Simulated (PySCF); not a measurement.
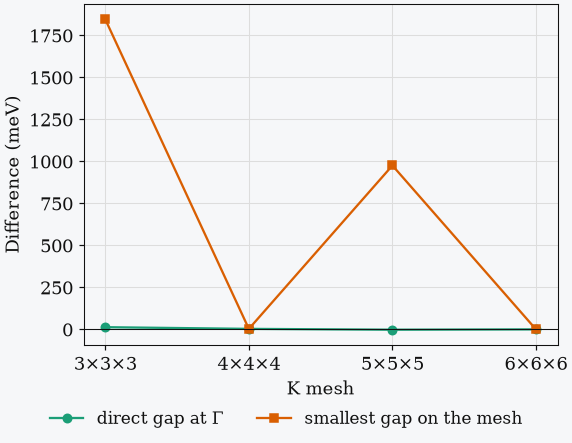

Gaps of rocksalt PbSe, space group Fm-3m (No. 225), 2 atoms in the primitive cell (cubic a = 6.121 Å) as the k mesh is raised, all else fixed. The plot shows differences from the last run, and for the smallest gap from the finest mesh that holds both band edges. Method: LDA, DZVP-MOLOPT-SR/GTH-PBE (potentials made for PBE), no spin polarisation, no spin-orbit coupling, Fermi-Dirac smearing of 0.05 eV (PySCF).

> How well are these gaps converged with the k mesh?

The direct gap at Γ starts +13 meV from the last run and stays within 10 meV of it from 4×4×4 on. The smallest gap needs the band edges (L) on the mesh. The meshes that have them give 0.196 eV (4×4×4) and 0.193 eV (6×6×6), the last being the best value; the others give 2.038 eV (3×3×3) and 1.168 eV (5×5×5).

| k mesh | direct gap at Γ (eV) | smallest gap on the mesh (eV) |
| --- | --- | --- |
| 3×3×3 | 6.636 | 2.038 |
| 4×4×4 | 6.626 | 0.196 |
| 5×5×5 | 6.621 | 1.168 |
| 6×6×6 | 6.623 | 0.193 |

The potentials were made for another functional. The basis of atomic orbitals isn't converged, which shifts gaps and empty levels. Spin-orbit coupling is left out, which matters for Pb and Se.
